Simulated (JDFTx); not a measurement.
## Sr: 7 runs along one coordinate

System: Sr (Fm-3m, 1 atom in the cell).
Method: Kohn-Sham DFT of a periodic cell, LDA, PseudoDojo-SR-LDA-0.4.1-standard, no spin polarisation (JDFTx 1.7.0 (patched build)).

The 7 runs differ only in the geometry, by an even scaling of the cell at fixed fractional positions. The structure derives from an entry of the Crystallography Open Database.

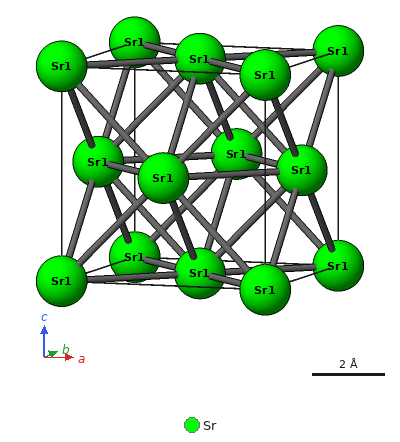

Figure 1. The structure of run 4 (ball-and-stick view of the cell 4 times as large as that of the calculation, set on its symmetry axes, seen slightly off an axis; atoms are numbered from 1 in the order of the input). An atom can appear more than once, as a periodic image.

### Input of run 4
```
lattice Face-Centered Cubic 11.4984165505
coords-type Lattice
ion Sr     0.0000000000     0.0000000000     0.0000000000 1

ion-species pseudo/Sr.upf
elec-cutoff 34
elec-ex-corr lda-PW
kpoint-folding 8 8 8
elec-smearing Fermi 0.0018374661
elec-n-bands 10
electronic-SCF nIterations 100 energyDiffThreshold 1e-09
electronic-minimize nIterations 30 energyDiffThreshold 1e-7
forces-output-coords Cartesian

dump-name run.$VAR
dump End Ecomponents EigStats BandEigs Kpoints Forces Stress
```

Command:
```bash
jdftx -c 2 -i Sr.in -o Sr.out
```

Lattice vectors (Å) and fractional positions of run 4:
```
   0.000000    3.042350    3.042350
   3.042350    0.000000    3.042350
   3.042350    3.042350    0.000000
Sr  0.000000  0.000000  0.000000
```

Run 6 has the same physical settings and fractional positions; its lattice vectors (Å) are:
```
   0.000000    3.082386    3.082386
   3.082386    0.000000    3.082386
   3.082386    3.082386    0.000000
```

### Results, with one run withheld

```csv
run,volume per atom (Å³),"free energy per atom, from the lowest run given (meV)",pressure (GPa)
1,52.940,0.00,−1.06
2,54.067,8.13,−1.26
3,55.193,17.62,−1.45
4,56.319,28.35,−1.61
5,57.446,40.18,−1.76
6,58.572,?,?
7,59.698,66.72,−2.02
```

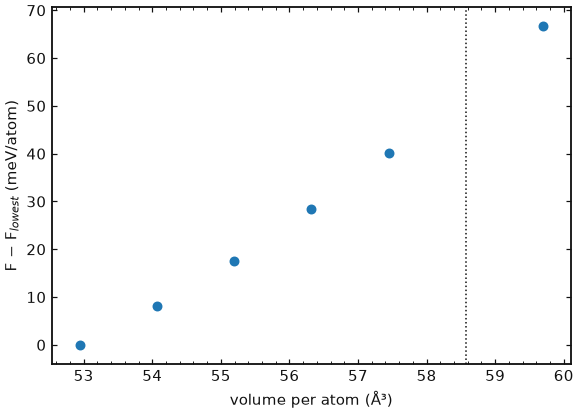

Figure 2. Free energy per atom of the runs given; the dotted line marks run 6.

What should run 6 give?

A cubic polynomial in V^(−2/3) (the Birch–Murnaghan form), fitted to the 6 runs given, misses them by at most 0.01 meV per atom. With x = V^(−2/3) − 0.06842 Å⁻², it reads F = 23.988 − 11805 x + 8.9745e+05 x² − 2.2472e+06 x³ (meV per atom). At run 6 it gives 53.01 meV per atom, and the run itself gives 53.00. The slope of the fit gives a pressure −dF/dV of −1.89 GPa there, and the run prints −1.90 GPa. The fit has no minimum inside this range.

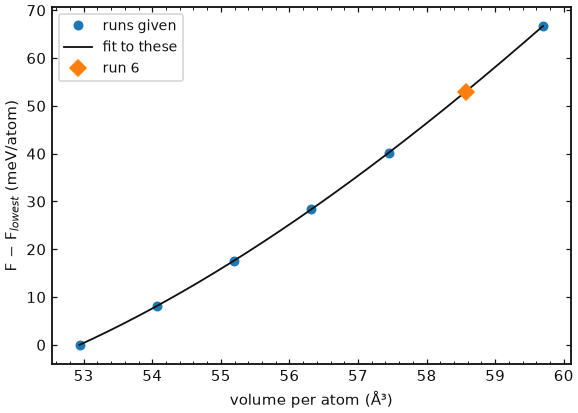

Figure 3. The fit and the withheld run.

### Some lines of the output (run 6)
```
[...]
unit cell volume = 395.264
     Etot =      -31.0712581593110606
        F =      -31.0715785863425253
	HOMO-LUMO gap: +0.003142
	Optical gap  : +0.009541 at state 19 ( [ +0.000000 +0.375000 -0.375000 ] spin 0 )
```
